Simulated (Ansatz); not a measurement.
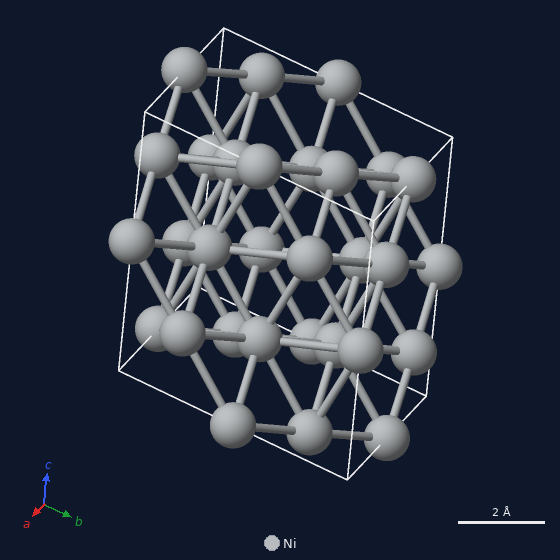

The crystal in a ball-and-stick representation, seen from a general direction. The frame is the supercell; atoms at its boundary are shown with their periodic copies. The host is Ni, in a cell of 16 sites, and the cell is neutral.

Describe the defect.

Answer. A nickel vacancy. Around the empty site lie twelve Ni at about 2.5 Å.

Calculation details: DFT PBE, scalar-relativistic, plane waves, PAW in Ansatz; an energy cutoff of 420 eV, a 5×5×5 mesh of k-points, Gaussian smearing of 0.1 eV, collinear spins.

Is the defect magnetic?

Answer. Yes, 9.9 μB in the cell.

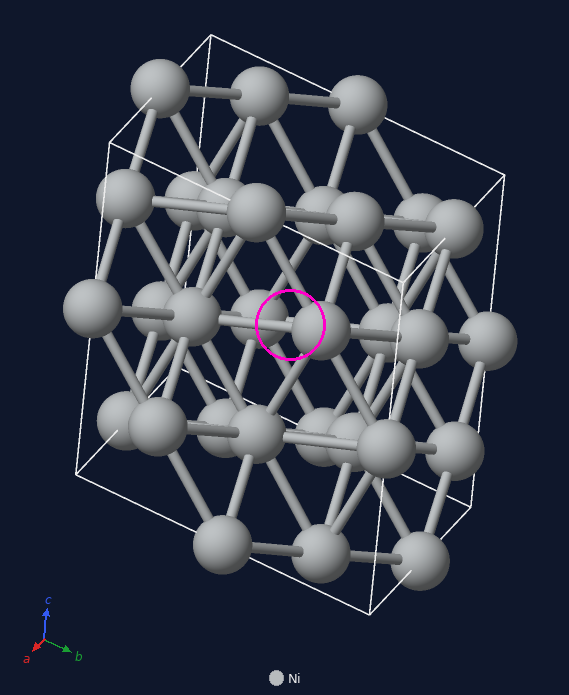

The same cell with a ring at the defect's site.

The atoms were relaxed in the host's cell with DFT PBE, scalar-relativistic, plane waves, PAW (Ansatz).
